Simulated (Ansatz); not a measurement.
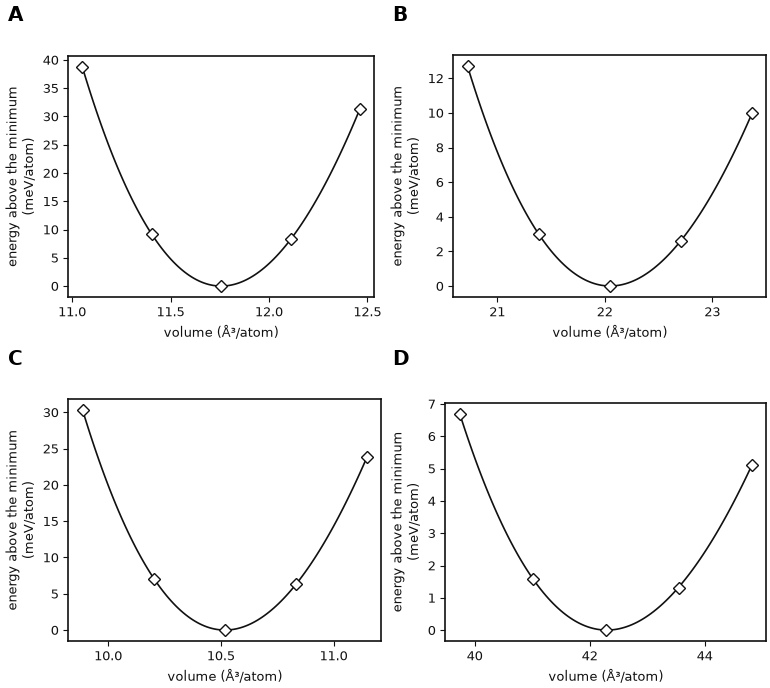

Each panel shows the energy above the minimum against volume for one of these solids: CoPtO₂, R-3m (No. 166); CsBr, Pm-3m (No. 221); Ga₃Sb, I4/mmm (No. 139); HfN, Fm-3m (No. 225).

Calculation (Ansatz 0.2.0): third-order Birch-Murnaghan fit to density functional energies at scaled volumes of the given relaxed cell, shape and atoms relaxed at each volume; energies count from the fitted minimum; plane waves with PAW datasets, Γ-centred k mesh. Level: PBE, no spin polarisation.

Q: Match the panels to the solids.

A: A is HfN (energy above the minimum from 0.0 meV/atom to 38.7 meV/atom, V0 11.76 Å³/atom, B0 263 GPa); B is Ga₃Sb (energy above the minimum from 0.0 meV/atom to 12.7 meV/atom, V0 22.05 Å³/atom, B0 45.3 GPa); C is CoPtO₂ (energy above the minimum from 0.0 meV/atom to 30.3 meV/atom, V0 10.52 Å³/atom, B0 227 GPa); D is CsBr (energy above the minimum from 0.0 meV/atom to 6.7 meV/atom, V0 42.3 Å³/atom, B0 12.2 GPa).

For CoPtO₂, limits of the calculation: no spin polarisation, a magnetic state may lie lower.

For HfN, limits of the calculation: no spin polarisation, a magnetic state may lie lower.
